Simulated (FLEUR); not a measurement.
# Fixed-spin-moment energies of VPt3 (Cu3Au type) at the measured cell, all-electron PBEsol

I calculate the energy of the four-atom VPt3 cell while its total spin moment is held at chosen values, and measure each energy from the run without spin polarisation. A negative energy means that the moment is favoured. The question is how far the moment can be pushed up before the energy turns, and which atoms carry it there. This matters for magnetic alloys of platinum, because the heavy atom brings strong spin-orbit coupling, which can give magnetic anisotropy and a magneto-optical response, and its own spin polarisation affects both. Spin-orbit coupling itself is left out here, and every cell has the same moment, so an order in which neighbouring V atoms point in opposite directions is not probed and could lie lower.

## Set-up

VPt3 (Cu3Au type): the measured cell (COD); 4 atoms in the cell, atoms and cell held. FLEUR MaX-R8.1, all-electron FLAPW in bulk geometry, scalar-relativistic valence, PBEsol, basis cutoff 4.32 1/bohr, density cutoff 13 1/bohr, Fermi-Dirac smearing of 0.02 eV, muffin-tin radii V 2.52, Pt 2.52 bohr. Local moments are those inside the muffin-tin spheres. Collinear spins without spin-orbit coupling, 8x8x8 k-points. The total moment is held by two Fermi energies, one for each spin; the row marked free is the unconstrained run, and the row at M = 0 is the run without spin polarisation.

Notes on method and selection:

- Each run ends in the state reached from its start (the fixed-moment runs continue from an earlier run), which may not be the lowest.
- A uniform moment does not probe antiparallel order, which can lie lower.
- At small fixed moments unlike atoms can carry local moments of opposite sign, so the curve need not run smoothly into the unpolarised point.
- Stoner picture: E = M^2 (1/(2N) - I/4) for small M, with N the density of states of both spins at the Fermi energy of the unpolarised run and I the Stoner parameter of the cell.
- A blank cell means that the quantity does not apply to the row, or that its run was not made or gave no value that passed the checks named.
- Curves that are not smooth, that do not rise at the largest moment or whose runs differ in settings are not tabled.
- Runs that did not converge, have known faults or may not be shown are not listed, and runs on Ansatz's PAW sets soft_1 and soft_2 are kept to separate tables.

Columns:

- fixed moment (μB/cell): total spin moment of the cell, held fixed.
- energy from unpolarised (meV/cell): free energy of the cell less that of the run without spin polarisation.
- V moment (μB): largest spin moment inside a V sphere, signed along the total.
- Pt moment (μB): largest spin moment inside a Pt sphere, signed along the total.

## Numbers

| member | fixed moment (μB/cell) | energy from unpolarised (meV/cell) | V moment (μB) | Pt moment (μB) |
| --- | --- | --- | --- | --- |
| M = 0 muB | 0.000 | 0.0 | – | – |
| M = 0.61 muB | 0.610 | −76.0 | 0.936 | −0.123 |
| M = 1.22 muB | 1.220 | −177.1 | 1.425 | −0.093 |
| M = 1.26 muB, free | 1.261 | −177.7 | 1.434 | −0.082 |
| M = 1.83 muB | 1.831 | −117.6 | 1.540 | 0.072 |
| M = 2.44 muB | 2.441 | 44.7 | 1.670 | 0.227 |
| M = 3.05 muB | 3.051 | ? | ? | ? |
| M = 3.66 muB | 3.661 | 713.6 | 2.110 | 0.442 |

Cells marked ? are withheld until the estimate has been made.

energy from unpolarised (meV/cell) against fixed moment (μB/cell), members shown:

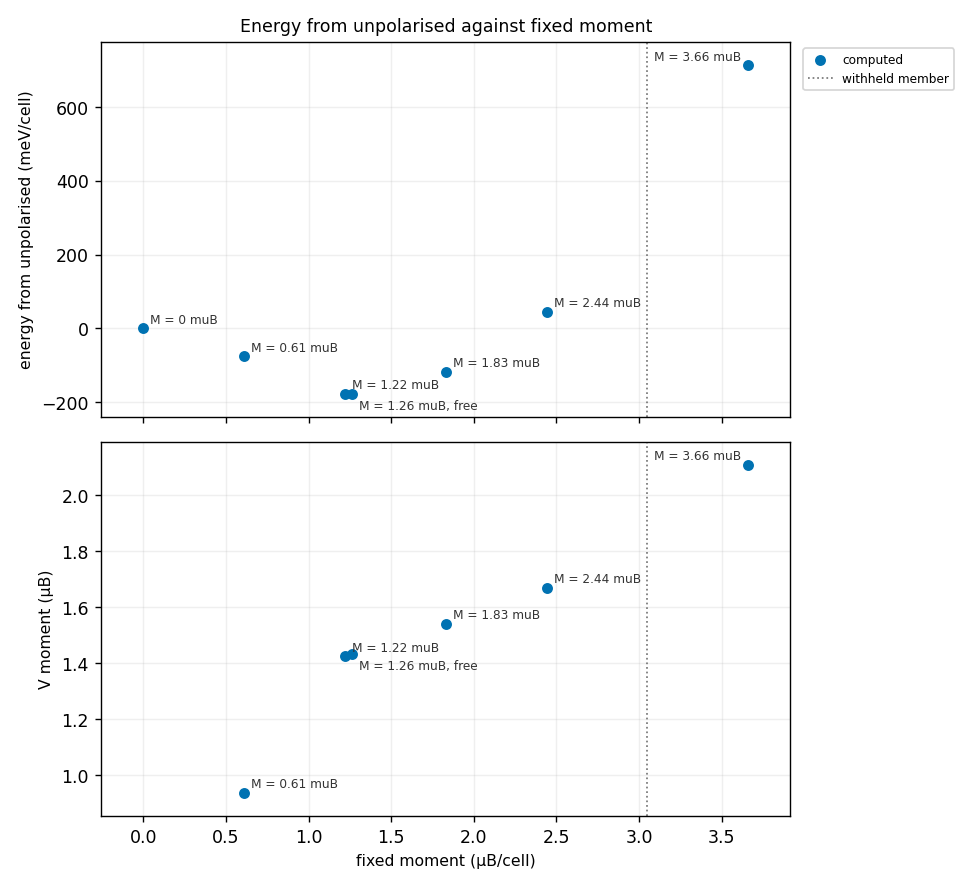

## What drives the series

The energy falls to −177.7 meV/cell in the free run, where the moment settles at 1.261 μB/cell, and it is higher at each larger moment shown. By 2.441 μB the magnetic cell already lies 44.7 meV above the unpolarised one.

The local moments show what changes at the turn. Between 0.610 and 1.220 μB the V moment grows by 1.425 − 0.936 = 0.489 μB, most of the 0.610 μB added. Between the free run and 1.831 μB it grows by only 1.540 − 1.434 = 0.106 μB, while the three Pt atoms together gain 3 × (0.072 + 0.082) = 0.462 μB. I read this as V first gaining exchange energy within its own 3d shell, after which further moment has to come largely from Pt, whose broad 5d bands gain less from exchange and cost more band energy to split.

In the free run Pt points against V, although it was started parallel. Hybridisation explains the sign. Exchange lowers the majority-spin V levels towards the Pt 5d levels, so the two mix more strongly in that spin. The filled bonding states then take on V character and lose Pt character, which leaves Pt with a small opposite moment. Forcing the total up to 1.831 μB turns Pt parallel, against this preference.

The Stoner expression, with its energy proportional to $M^2$, would make the gain at 1.220 μB four times that at 0.610 μB. The table gives 177.1 / 76.0 = 2.33, so these moments are already outside the small-moment range. I therefore do not take a Stoner parameter from them, the more so as the opposed Pt moments at 0.610 μB need not vanish smoothly towards the unpolarised state.

## Blind estimate

Plain estimates from the members shown:

- M = 3.05 muB, straight-line interpolation between M = 2.44 muB and M = 3.66 muB: w = (3.051 − 2.441) / (3.661 − 2.441) = 0.500, so 44.7 + 0.500 × (713.6 − 44.7) = 379.2 meV/cell

The straight line between the neighbours gives 379.2 meV/cell, which must be too high if the curve bends upward there, as the slopes indicate. From 1.831 to 2.441 μB the slope is (44.7 + 117.6) / 0.610 = 266.1 meV/μB, and from 2.441 to 3.661 μB it is (713.6 − 44.7) / 1.220 = 548.3 meV/μB.

I therefore put a parabola through these three rows. Its quadratic coefficient is (548.3 − 266.1) / 1.830 = 154.2 meV/μB². The missing row lies 0.610 μB from each neighbour, so the parabola runs 154.2 × 0.610 × 0.610 = 57.4 meV below the straight line, at 379.2 − 57.4 = 321.8 meV/cell.

I tried parabolas on two shown rows. The moments lie on a nearly even grid, so the weights are simple fractions. For 1.831 μB the rows at 0.610, 1.220 and 2.441 μB have weights −1/3, 1 and 1/3, which gives (76.0 + 44.7) / 3 − 177.1 = −136.9 meV. The table has −117.6, a miss of 136.9 − 117.6 = 19.3 meV. For 2.441 μB the rows at 1.220, 1.831 and 3.661 μB have weights −1/2, 4/3 and 1/6, which gives 177.1 / 2 − 4 × 117.6 / 3 + 713.6 / 6 = 50.7 meV. The table has 44.7, a miss of 50.7 − 44.7 = 6.0 meV. The root mean square of the two is 14 meV, which I take as the error.

V takes a larger share of the added moment above 2.441 μB than just below it, so the bands are not filling evenly. That could bend the curve either way, and I add no shift for it.

**Committed estimate, M = 3.05 muB: energy from unpolarised = 322 ± 14 meV/cell.**

## The answer

| member | fixed moment (μB/cell) | energy from unpolarised (meV/cell) | V moment (μB) | Pt moment (μB) |
| --- | --- | --- | --- | --- |
| M = 3.05 muB | 3.051 | 317.3 | 1.908 | 0.331 |

| member | estimate | energy from unpolarised (meV/cell) | computed | estimate − computed | miss in error bars |
| --- | --- | --- | --- | --- | --- |
| M = 3.05 muB | committed | 322.0 | 317.3 | +4.7 | 0.3 |
| M = 3.05 muB | interpolation | 379.2 | 317.3 | +61.9 |  |

energy from unpolarised (meV/cell) against fixed moment (μB/cell):

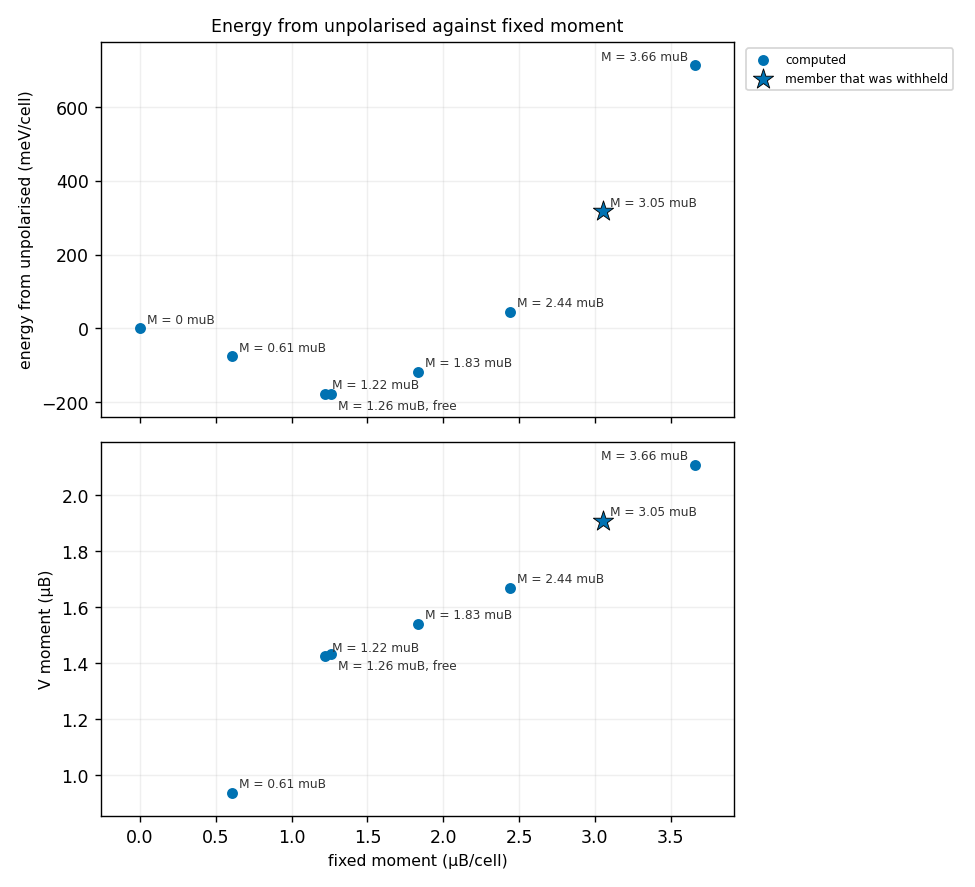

The estimate of 322 ± 14 meV/cell was 4.7 meV above the computed 317.3, well inside its error bar. The straight line was 61.9 meV too high, so the argument from upward bending held. The small remainder arises because the bending itself increases. Over equal steps of 0.610 μB, the energy rises by 44.7 + 117.6 = 162.3 meV up to 2.441 μB, then by 317.3 − 44.7 = 272.6 meV and 713.6 − 317.3 = 396.3 meV. These rises grow by 272.6 − 162.3 = 110.3 meV and then by 396.3 − 272.6 = 123.7 meV, where a parabola would have the two equal.

My picture of the moment beyond the minimum as coming largely from Pt needs qualifying. From 2.441 to 3.051 μB the V moment grows by 1.908 − 1.670 = 0.238 μB, against 1.670 − 1.540 = 0.130 μB in the step before. The three Pt atoms together still take more, 3 × (0.331 − 0.227) = 0.312 μB, but V has not saturated. The steep rise therefore comes from forcing both kinds of atom, and I can't assign it to the Pt bands alone.

## Departures from the trend

No single row breaks the smooth course of the energies, but the rows beyond the minimum depart strongly from the simplest magnetic energy curve. That curve has one term in $M^2$ and one in $M^4$. With its minimum placed at the free run it reads $E = -177.7\,(2x^2 - x^4)$ meV/cell, where $x = M/1.261$ and $M$ is in μB/cell.

At 0.610 μB it gives about −73 meV, close to the tabulated −76.0, so it serves well below the minimum. At 1.831 μB it gives about +41 meV, whereas the table has −117.6, which is roughly 160 meV lower. At 2.441 μB it gives about 1160 meV against 44.7.

The real curve is thus much softer on the high side. A likely reason is that the cell has two kinds of moment to adjust. Between the free run and 1.831 μB most of the added moment goes to Pt, which spares V a large change. Two terms fixed at the minimum cannot describe that change of division.

## Conclusions and limits

For this fixed cell and parallel V moments, the energy is lowest near 1.26 μB/cell, a moment carried by V against small opposed Pt moments, and rises ever more steeply up to 3.661 μB. Parabolas through three neighbouring rows missed by 4.7 to 19.3 meV in three trials between 1.831 and 3.051 μB, so a missing point in that range can be filled in to about 20 meV.

The slope at a given moment also gives the magnetic field, acting on the spins, that would hold the moment there. From the free run to 1.831 μB it averages (177.7 − 117.6) / (1.831 − 1.261) = 105.4 meV/μB. With roughly 0.058 meV per μB and tesla, that is about 1800 T. Since the slope grows along the way, holding 1.831 μB would take still more, far beyond any steady laboratory magnet.

The main reservation is antiparallel V order: if it lies lower, the minimum found here is not the ground state.
